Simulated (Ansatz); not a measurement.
Input

```
crystal:
  lattice:
    - [7.1952090332, 0.0, 0.0]
    - [-3.5976045166, 6.2312338083, 0.0]
    - [0.0, 0.0, 3.580793454]
  atoms:
    - { symbol: Be, position: [0.5, 0.0, 0.0] }
    - { symbol: Be, position: [0.0, 0.5, 0.0] }
    - { symbol: Be, position: [0.5, 0.5, 0.0] }
    - { symbol: Se, position: [0.3333333333, 0.6666666667, 0.0] }
    - { symbol: Se, position: [0.6666666667, 0.3333333333, 0.0] }
basis:
  ecutwfc: 420
kpoints:
  mp_grid: { grid: [6, 6, 10] }
hamiltonian:
  xc: pbe
scf:
  occupations: { method: gaussian, width: 0.1 }
output:
  forces: true
  stress: true
  eigenvalues: true
  write_density: true
  write_potential: true
  elf: true
  volumetric_format: npy
relax:
  adjacent_minimum: "off"
  f_tol: 0.01
  max_steps: 80
  cell: { stress_tol: 0.05 }
```

Launched as:

```sh
ansatz run input.yaml --threads 1 --pin off --max-ram 2048MiB --backend cpu --events-out ev --progress --plain --runs-dir out
```

Below, planes, directions and counts refer to the conventional cell (a = 7.19 Å, b = 7.19 Å, c = 3.56 Å, α = 90.00°, β = 90.00°, γ = 120.00°).

The fields are those of the relaxed geometry.

Space group P6/mmm; a structure generated by program, which may or may not match a known phase.

Theory: Ansatz 0.2.0, DFT PBE, scalar-relativistic, plane waves, PAW.

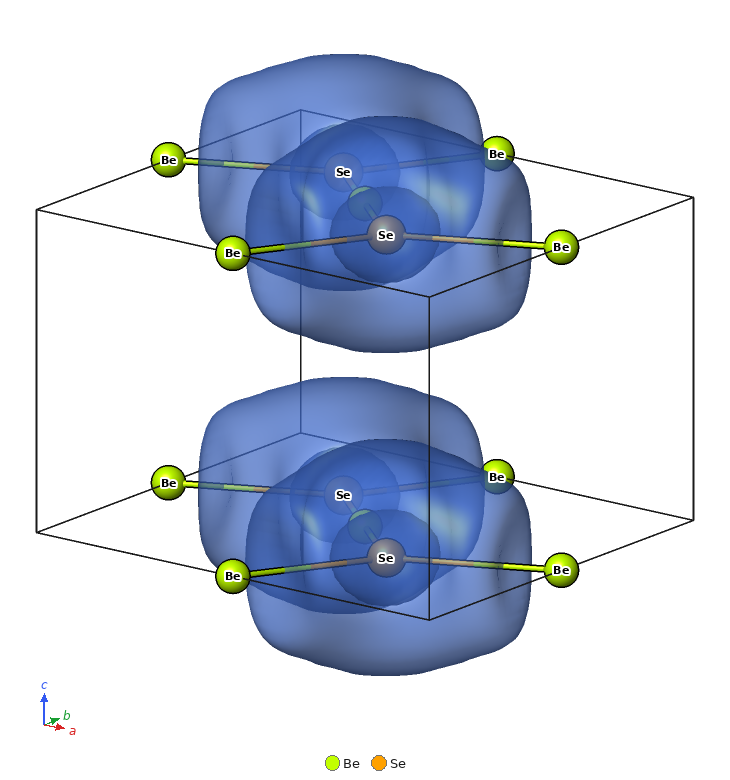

Be3Se2. Isosurface of the electron localisation function at 0.65 (blue), seen slightly off an axis. Only the valence region is drawn (cores and ρ < 0.01 e/Å³ removed). Sticks mark near contacts.

In a PAW calculation such maps are meaningful between the atoms, not at the nuclei.

> What do the ELF domains correspond to?

The surface consists of two regions wrapped around Se (the valence shell of each), counted in one cell of 5 atoms. Any copies at cell faces, edges or corners count once. Along the contacts the grid gives the following. Be–Se (2.08 Å): the ELF peaks at about 0.90 between the atoms.

> Metal or insulator at this level of theory?

It is gapless in this calculation (a metal or semimetal).
